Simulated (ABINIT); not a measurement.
# Dielectric calculation of GaN (part 1 of 2)

- system: GaN (Fm-3m, 2 atoms in the cell)
- method: Kohn-Sham DFT of a periodic cell, PBE, JTH PAW PBE v2.0, no spin polarisation (ABINIT 10.8.3)

The structure derives from a Materials Project entry.

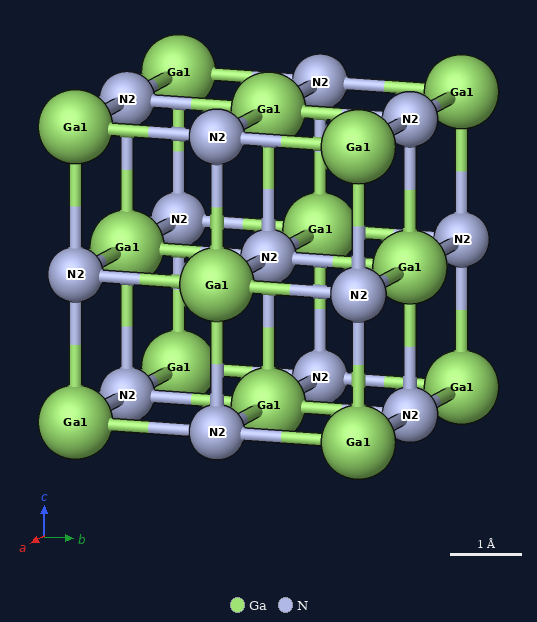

*The structure (ball-and-stick view of the cell 4 times as large as that of the calculation, set on its symmetry axes, seen slightly off an axis; atoms are numbered from 1 in the order of the input).*

Near neighbours in the crystal (not all of them lie inside the picture): Ga has 6 N at 2.14 Å; N has 6 Ga at 2.14 Å.

**Input file**
```
# Datasets
ndtset 3

# Pseudopotentials
pp_dirpath "./"
pseudos "Ga.GGA_PBE-JTH.xml, N.GGA_PBE-JTH.xml"

# Structure
acell 5.7063649636 5.7063649636 5.7063649636
rprim
     0.0000000000     0.7071067812     0.7071067812
     0.7071067812     0.0000000000     0.7071067812
     0.7071067812     0.7071067812     0.0000000000
ntypat 2
znucl 31 7
natom 2
typat 1 2
xred
            0.0            0.0            0.0
            1/2            1/2            1/2

# Plane-wave basis
ecut 598.650497 eV
pawecutdg 44.0
pawxcdev 0

# k points
ngkpt 6 6 6
nshiftk 4
shiftk
     0.5000000000     0.5000000000     0.5000000000
     0.5000000000     0.0000000000     0.0000000000
     0.0000000000     0.5000000000     0.0000000000
     0.0000000000     0.0000000000     0.5000000000

# Exchange and correlation
ixc 11

# Bands and occupations
nband 9
occopt 1

# SCF cycle
nstep 80
diemac 6.0

# Output
prteig 0
prtebands 0
prtwf 0
prtden 0
prtpot 0

# Dataset 1: ground state
kptopt1 1
tolvrs1 1.0e-11
prtwf1 1
tolwfr1 1.0e-15

# Dataset 2: derivatives of the wave functions by k
iscf2 -3
rfelfd2 2
rfdir2 1 1 1
getwfk2 1
kptopt2 2
nqpt2 1
qpt2 0.0 0.0 0.0
tolwfr2 1.0e-18
prtwf2 1

# Dataset 3: response at q = 0 to electric field
rfelfd3 3
rfdir3 1 1 1
getwfk3 1
getddk3 2
kptopt3 2
nqpt3 1
qpt3 0.0 0.0 0.0
tolvrs3 1.0e-8
```

**File mrgddb.in**
```
merged_DDB
GaN
2
runo_DS1_DDB
runo_DS3_DDB
```

**File anaddb.abi**
```
ddb_filepath "merged_DDB"
output_file "anaddb.abo"
outdata_prefix "ana"
asr 2
chneut 1
dipdip 1
dieflag 2
enunit 0
```

Hardware: 1 thread of Intel Xeon (Sapphire Rapids), 64 GiB of memory available, shared host.

Run as:
```bash
abinit run.abi > log 2>&1
mrgddb < mrgddb.in > mrgddb.log 2>&1
anaddb anaddb.abi > anaddb.log 2>&1
```

**What the program printed**
```
.Version 10.8.3 of ABINIT
 DATASET    1 : space group Fm -3 m (#225); Bravais cF (face-center cubic)
================================================================================
 Values of the parameters that define the memory need for DATASET  1.
     intxc =       0    ionmov =       0      iscf =      17    lmnmax =      18
     lnmax =       6     mgfft =      27  mpssoang =       3    mqgrid =    3001
     natom =       2  nloc_mem =       2    nspden =       1   nspinor =       1
    nsppol =       1      nsym =      48    n1xccc =       1    ntypat =       2
    occopt =       1   xclevel =       2
       mpw =         658          nfft =       19683          nkpt =          28
 PAW method is used; the additional fine FFT grid is defined by:
   mgfftf=        36    nfftf =     46656
================================================================================
================================================================================

 DATASET    2 : space group Fm -3 m (#225); Bravais cF (face-center cubic)
================================================================================
 Values of the parameters that define the memory need for DATASET  2 (RF).
     intxc =       0      iscf =      -3    lmnmax =      18     lnmax =       6
     mgfft =      27  mpssoang =       3    mqgrid =    3001     natom =       2
  nloc_mem =       2    nspden =       1   nspinor =       1    nsppol =       1
      nsym =      48    n1xccc =       1    ntypat =       2    occopt =       1
   xclevel =       2
      nfft =       19683          nkpt =         432
================================================================================
================================================================================

 DATASET    3 : space group Fm -3 m (#225); Bravais cF (face-center cubic)
================================================================================
 Values of the parameters that define the memory need for DATASET  3 (RF).
     intxc =       0      iscf =       7    lmnmax =      18     lnmax =       6
     mgfft =      27  mpssoang =       3    mqgrid =    3001     natom =       2
  nloc_mem =       2    nspden =       1   nspinor =       1    nsppol =       1
      nsym =      48    n1xccc =       1    ntypat =       2    occopt =       1
   xclevel =       2
      nfft =       19683          nkpt =         432
================================================================================
================================================================================

--------------------------------------------------------------------------------
------------- Echo of variables that govern the present computation ------------
--------------------------------------------------------------------------------
 -outvars: echo values of preprocessed input variables --------
            acell      5.7063649636E+00  5.7063649636E+00  5.7063649636E+00 Bohr
              amu      6.97230000E+01  1.40067400E+01
           diemac      6.00000000E+00
             ecut      2.20000000E+01 Hartree
           getddk1          0
           getddk2          0
           getddk3          2
           getwfk1          0
           getwfk2          1
           getwfk3          1
             iscf1         17
             iscf2         -3
             iscf3          7
              ixc          11
           jdtset        1    2    3
                       outvar_i_n : Printing only first  50 k-points.
           kptopt1          1
           kptopt2          2
           kptopt3          2
         kptrlatt        6   -6    6     -6    6    6     -6   -6    6
          kptrlen      4.84201123E+01
            natom           2
            nband1          9
            nband2          9
            nband3          9
           ndtset           3
            ngfft          27      27      27
          ngfftdg          36      36      36
             nkpt1         28
             nkpt2        432
             nkpt3        432
             nqpt1          0
             nqpt2          1
             nqpt3          1
            nstep          80
             nsym          48
           ntypat           2
        optdriver1          0
        optdriver2          1
        optdriver3          1
        pawecutdg      4.40000000E+01 Hartree
         pawxcdev           0
           prtden           0
        prtebands           0
           prteig           0
            prtwf1          1
            prtwf2          1
            prtwf3          0
           rfelfd1          0
           rfelfd2          2
           rfelfd3          3
            rprim      0.0000000000E+00  7.0710678120E-01  7.0710678120E-01
                       7.0710678120E-01  0.0000000000E+00  7.0710678120E-01
                       7.0710678120E-01  7.0710678120E-01  0.0000000000E+00
           shiftk      5.00000000E-01  5.00000000E-01  5.00000000E-01
          spgroup         225
           tolvrs1     1.00000000E-11
           tolvrs2     0.00000000E+00
           tolvrs3     1.00000000E-08
           tolwfr1     1.00000000E-15
           tolwfr2     1.00000000E-18
           tolwfr3     0.00000000E+00
            typat      1  2
           useylm           1
                       outvars : Printing only first  50 k-points.
           xangst      0.0000000000E+00  0.0000000000E+00  0.0000000000E+00
                       2.1352349986E+00  2.1352349986E+00  2.1352349986E+00
            xcart      0.0000000000E+00  0.0000000000E+00  0.0000000000E+00
                       4.0350093618E+00  4.0350093618E+00  4.0350093618E+00
             xred      0.0000000000E+00  0.0000000000E+00  0.0000000000E+00
                       5.0000000000E-01  5.0000000000E-01  5.0000000000E-01
            znucl       31.00000    7.00000

================================================================================

 chkinp: Checking input parameters for consistency, jdtset=   1.

 chkinp: Checking input parameters for consistency, jdtset=   2.

 chkinp: Checking input parameters for consistency, jdtset=   3.

================================================================================
== DATASET  1 ==================================================================

--- !DatasetInfo
iteration_state: {dtset: 1, }
dimensions: {natom: 2, nkpt: 28, mband: 9, nsppol: 1, nspinor: 1, nspden: 1, mpw: 658, }
cutoff_energies: {ecut:  22.0, pawecutdg:  44.0, }
electrons: {nelect:   1.80000000E+01, charge:   0.00000000E+00, occopt:   1.00000000E+00, tsmear:   1.00000000E-02, }
meta: {optdriver: 0, ionmov: 0, optcell: 0, iscf: 17, paral_kgb: 0, }
...

 Exchange-correlation functional for the present dataset will be:
  GGA: Perdew-Burke-Ernzerhof functional - ixc=11
  J.P.Perdew, K.Burke, M.Ernzerhof, PRL 77, 3865 (1996)

 Real(R)+Recip(G) space primitive vectors, cartesian coordinates (Bohr,Bohr^-1):
 R(1)=  0.0000000  4.0350094  4.0350094  G(1)= -0.1239154  0.1239154  0.1239154
 R(2)=  4.0350094  0.0000000  4.0350094  G(2)=  0.1239154 -0.1239154  0.1239154
 R(3)=  4.0350094  4.0350094  0.0000000  G(3)=  0.1239154  0.1239154 -0.1239154
 Unit cell volume ucvol=  1.3139040E+02 bohr^3
 Angles (23,13,12)=  6.00000000E+01  6.00000000E+01  6.00000000E+01 degrees

 Coarse grid specifications (used for wave-functions):

 getcut: wavevector=  0.0000  0.0000  0.0000  ngfft=  27  27  27
         ecut(hartree)=     22.000   => boxcut(ratio)=   2.16112

 Fine grid specifications (used for densities):

 getcut: wavevector=  0.0000  0.0000  0.0000  ngfft=  36  36  36
         ecut(hartree)=     44.000   => boxcut(ratio)=   2.11277

--- Pseudopotential description ------------------------------------------------
- pspini: atom type   1  psp file is ./Ga.GGA_PBE-JTH.xml
 Pseudopotential format is: paw10
 basis_size (lnmax)=  6 (lmn_size= 18), orbitals=   0   0   1   1   2   2
 Spheres core radius: rc_sph= 2.10359248
 Shapefunction is BESSEL type: shapef(r,l)=aa(1,l)*jl(q(1,l)*r)+aa(2,l)*jl(q(2,l)*r)
 Radius for shape functions =  1.80829011
 Compensation charge density is not taken into account in XC energy/potential

- pspini: atom type   2  psp file is ./N.GGA_PBE-JTH.xml
 Pseudopotential format is: paw10
 basis_size (lnmax)=  4 (lmn_size=  8), orbitals=   0   0   1   1
 Spheres core radius: rc_sph= 1.20497474
 Shapefunction is SIN type: shapef(r)=[sin(pi*r/rshp)/(pi*r/rshp)]**2
 Radius for shape functions =  1.00243812
 Compensation charge density is not taken into account in XC energy/potential

   4.80804022E+02                                ecore*ucvol(ha*bohr**3)
--------------------------------------------------------------------------------

================================================================================

--- !BeginCycle
iteration_state: {dtset: 1, }
solver: {iscf: 17, nstep: 80, nline: 4, wfoptalg: 10, }
tolerances: {tolwfr: 1.00E-15, tolvrs: 1.00E-11, }
...

     iter   Etot(hartree)      deltaE(h)  residm     nres2
 ETOT  1  -88.981334435643    -8.898E+01 3.628E-01 2.967E+01
 ETOT  2  -89.126933222624    -1.456E-01 3.275E-04 1.598E+01
 ETOT  3  -89.102660289805     2.427E-02 9.421E-03 9.428E-01
 ETOT  4  -89.103777298620    -1.117E-03 9.033E-04 8.754E-02
 ETOT  5  -89.103627263910     1.500E-04 5.509E-04 1.048E-02
 ETOT  6  -89.103695453537    -6.819E-05 2.609E-06 8.758E-04
 ETOT  7  -89.103697832656    -2.379E-06 1.919E-06 1.333E-04
 ETOT  8  -89.103697748432     8.422E-08 5.899E-07 2.169E-05
 ETOT  9  -89.103697850529    -1.021E-07 9.079E-09 5.063E-07
 ETOT 10  -89.103697856004    -5.475E-09 1.196E-10 1.548E-06
 ETOT 11  -89.103697853663     2.341E-09 5.046E-10 1.327E-08
 ETOT 12  -89.103697853809    -1.461E-10 3.559E-12 6.823E-09
 ETOT 13  -89.103697853805     4.675E-12 7.050E-13 2.019E-09
 ETOT 14  -89.103697853802     3.126E-12 1.902E-13 2.520E-11
 ETOT 15  -89.103697853802    -2.132E-13 1.410E-14 2.980E-12
 ETOT 16  -89.103697853802     1.705E-13 9.927E-16 2.120E-13

 At SCF step   16  max residual=  9.93E-16 < tolwfr=  1.00E-15 AND nres2   =  2.12E-13 < tolvrs=  1.00E-11 =>converged.

 Cartesian components of stress tensor (hartree/bohr^3)
  sigma(1 1)=  6.18079113E-05  sigma(3 2)=  0.00000000E+00
  sigma(2 2)=  6.18079113E-05  sigma(3 1)=  0.00000000E+00
  sigma(3 3)=  6.18079113E-05  sigma(2 1)=  0.00000000E+00

--- !ResultsGS
iteration_state: {dtset: 1, }
comment   : Summary of ground state results
lattice_vectors:
- [  0.0000000,   4.0350094,   4.0350094, ]
- [  4.0350094,   0.0000000,   4.0350094, ]
- [  4.0350094,   4.0350094,   0.0000000, ]
lattice_lengths: [   5.70636,    5.70636,    5.70636, ]
lattice_angles: [ 60.000,  60.000,  60.000, ] # degrees, (23, 13, 12)
lattice_volume:   1.3139040E+02
convergence: {deltae:  1.705E-13, res2:  2.120E-13, residm:  9.927E-16, diffor: null, }
etotal    :  -8.91036979E+01
entropy   :   0.00000000E+00
fermie    :   2.94213232E-01
cartesian_stress_tensor: # hartree/bohr^3
- [  6.18079113E-05,   0.00000000E+00,   0.00000000E+00, ]
- [  0.00000000E+00,   6.18079113E-05,   0.00000000E+00, ]
- [  0.00000000E+00,   0.00000000E+00,   6.18079113E-05, ]
pressure_GPa:  -1.8185E+00
xred      :
- [  0.0000E+00,   0.0000E+00,   0.0000E+00, Ga]
- [  5.0000E-01,   5.0000E-01,   5.0000E-01,  N]
cartesian_forces: # hartree/bohr
- [ -0.00000000E+00,  -0.00000000E+00,  -0.00000000E+00, ]
- [ -0.00000000E+00,  -0.00000000E+00,  -0.00000000E+00, ]
force_length_stats: {min:   0.00000000E+00, max:   0.00000000E+00, mean:   0.00000000E+00, }
...

 Integrated electronic density in atomic spheres:
 ------------------------------------------------
 Atom  Sphere_radius  Integrated_density
    1        2.10359         10.99896920
    2        1.20497          2.53855977

================================================================================

 ----iterations are completed or convergence reached----

 Mean square residual over all n,k,spin=   49.797E-17; max=  99.268E-17
 reduced coordinates (array xred) for    2 atoms
       0.000000000000      0.000000000000      0.000000000000
       0.500000000000      0.500000000000      0.500000000000
 rms dE/dt=  0.0000E+00; max dE/dt=  0.0000E+00; dE/dt below (all hartree)
    1       0.000000000000      0.000000000000      0.000000000000
    2       0.000000000000      0.000000000000      0.000000000000

 cartesian coordinates (angstrom) at end:
    1      0.00000000000000     0.00000000000000     0.00000000000000
    2      2.13523499857701     2.13523499857701     2.13523499857701

 cartesian forces (hartree/bohr) at end:
    1     -0.00000000000000    -0.00000000000000    -0.00000000000000
    2     -0.00000000000000    -0.00000000000000    -0.00000000000000
 frms,max,avg= 0.0000000E+00 0.0000000E+00   0.000E+00  0.000E+00  0.000E+00 h/b

 cartesian forces (eV/Angstrom) at end:
    1     -0.00000000000000    -0.00000000000000    -0.00000000000000
    2     -0.00000000000000    -0.00000000000000    -0.00000000000000
 frms,max,avg= 0.0000000E+00 0.0000000E+00   0.000E+00  0.000E+00  0.000E+00 e/A
 length scales=  5.706364963600  5.706364963600  5.706364963600 bohr
              =  3.019678293784  3.019678293784  3.019678293784 angstroms
 Fermi (or HOMO) energy (hartree) =   0.29421   Average Vxc (hartree)=  -0.43431
 Eigenvalues (hartree) for nkpt=  28  k points:
 kpt#   1, nband=  9, wtk=  0.02778, kpt= -0.0833 -0.1667  0.0000 (reduced coord)
  -0.31141   -0.21900   -0.21777   -0.21728   -0.21612   -0.21430    0.20297    0.26733
   0.27462
 prteigrs : prtvol=0 or 1, do not print more k-points.

--- !EnergyTerms
iteration_state     : {dtset: 1, }
comment             : Components of total free energy in Hartree
kinetic             :  1.08705048758462E+01
hartree             :  1.95511449679258E+01
xc                  : -4.31942446791491E+00
Ewald energy        : -6.38863770168277E+01
psp_core            :  3.65935427080278E+00
local_psp           : -5.60673001330766E+01
PAW spherical_terms :  1.08839979877427E+00
total_energy        : -8.91036977044702E+01
total_energy_eV     : -2.42463513418147E+03
...

--- !EnergyTermsDC
iteration_state     : {dtset: 1, }
comment             : '"Double-counting" decomposition of free energy'
band_energy         : -1.58656314962175E+00
Ewald energy        : -6.38863770168277E+01
psp_core            :  3.65935427080278E+00
xc_dc               : -1.86291108019443E+01
PAW spherical_terms : -8.66100115621068E+00
total_energy_dc     : -8.91036978538016E+01
total_energy_dc_eV  : -2.42463513824498E+03
...

--- !EnergyTermsWithPAWCore
iteration_state     : {dtset: 1, }
comment             : 'Components of total free energy, including PAW core contributions'
Total energy        : -1.99880105996642E+03
Total energy DC     : -1.99880106011576E+03
Total energy (eV)   : -5.43901476716226E+04
Total energy DC (eV): -5.43901476756861E+04
...

 Cartesian components of stress tensor (hartree/bohr^3)
  sigma(1 1)=  6.18079113E-05  sigma(3 2)=  0.00000000E+00
  sigma(2 2)=  6.18079113E-05  sigma(3 1)=  0.00000000E+00
  sigma(3 3)=  6.18079113E-05  sigma(2 1)=  0.00000000E+00

-Cartesian components of stress tensor (GPa)         [Pressure= -1.8185E+00 GPa]
- sigma(1 1)=  1.81845153E+00  sigma(3 2)=  0.00000000E+00
- sigma(2 2)=  1.81845153E+00  sigma(3 1)=  0.00000000E+00
- sigma(3 3)=  1.81845153E+00  sigma(2 1)=  0.00000000E+00

================================================================================
== DATASET  2 ==================================================================
```
